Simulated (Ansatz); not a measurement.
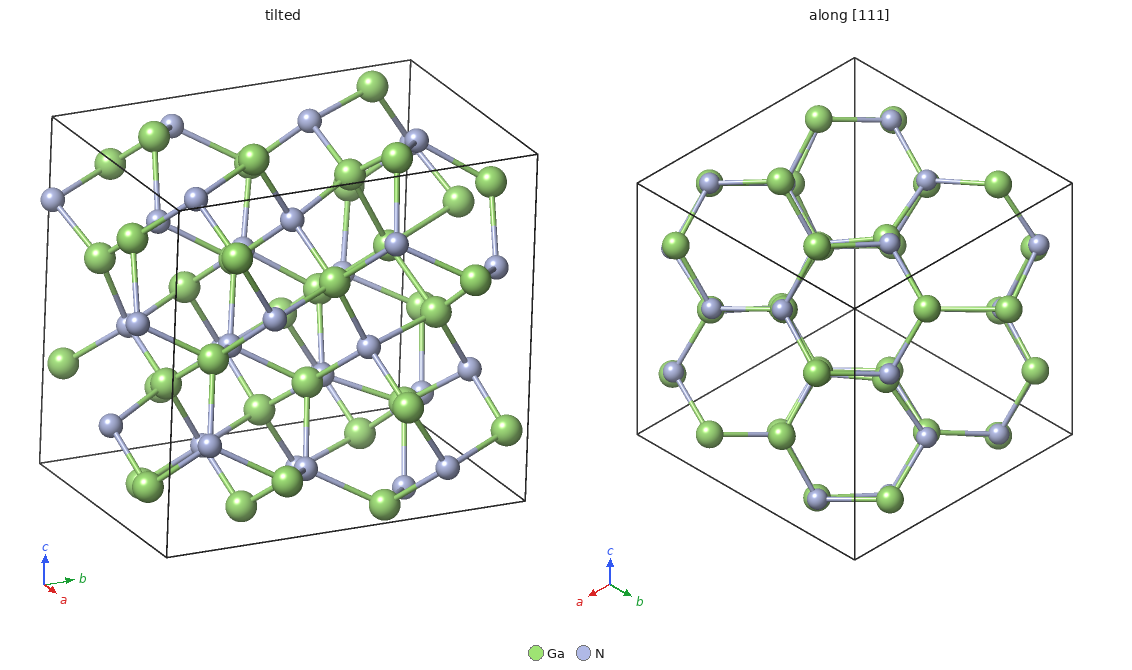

We look at a ball-and-stick model of the crystal slightly off an axis and along [111]. The simulation cell is outlined; an atom on or near a face, edge or corner is repeated at each equivalent position. Cell: a = 8.302 Å, b = 8.302 Å, c = 8.302 Å, α = 84.36°, β = 84.36°, γ = 84.36°.

Notes on the structure:

- The structure is one of Ga$_{25}$N$_{23}$.
- Space group R3 (No. 146), lattice rhombohedral (trigonal R).
- Cell content 25 Ga, 23 N; Z = 1.
- N is linked to four Ga in a distorted tetrahedral arrangement at about 1.9 to 2.0 Å.
- By contacts within bonding range, the coordination numbers are Ga 4.
- The bonds build a three-dimensional framework.

Origin of the cell: a structure listed in the Materials Project, repeated into a supercell with a point defect put in. The atoms were relaxed in a fixed cell with DFT PBE, scalar-relativistic, plane waves, PAW in Ansatz.
